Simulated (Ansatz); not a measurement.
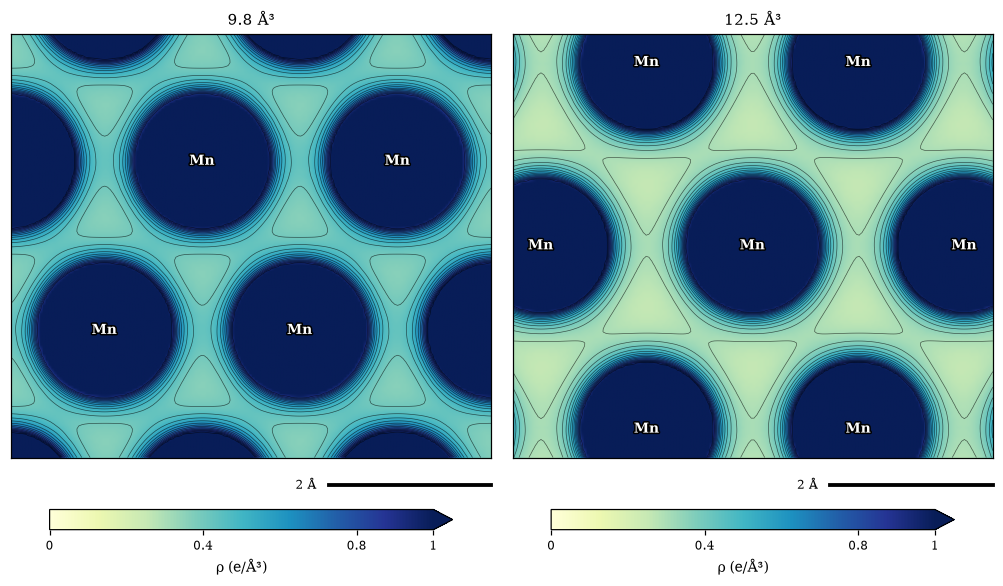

Mn. The valence charge density (pseudo) of cells scaled evenly to different volumes (given per atom above each panel), on the (010) plane of each (indices in the axes of the cell below), at one length scale and on one colour scale.

A generated structure, not necessarily the stable one; computed without spin polarisation.

Method: DFT, BLYP, plane waves (420 eV) with PAW, scalar-relativistic (Ansatz).

The largest cell:

```yaml
crystal:
  lattice:
    - [0.00000, 1.84142, 1.84142]
    - [1.84142, 0.00000, 1.84142]
    - [1.84142, 1.84142, 0.00000]
  atoms:
    - { symbol: Mn, position: [0.00000, 0.00000, 0.00000] }
```

| volume (Å³/atom) | Mn–Mn contact in the plane (Å) | ρ at its midpoint (e/Å³) | pressure (GPa) | 
| --- | --- | --- | --- |
| 9.81 | 2.403 | 0.427 | 42.6 | 
| 11.60 | 2.541 | ? | ? | 
| 12.49 | 2.604 | 0.303 | −21.9 | 

> What values belong in the row with question marks?

Over the known rows ln ρ falls by 1.71 per Å of Mn–Mn distance (the line through the two), which gives 0.337 e/Å³ at 2.541 Å; the calculation gives 0.337 e/Å³. For the pressure, a straight line in volume between the neighbouring rows gives −0.5 GPa; the calculation gives −9.0, lower because pressure rises ever faster on compression.
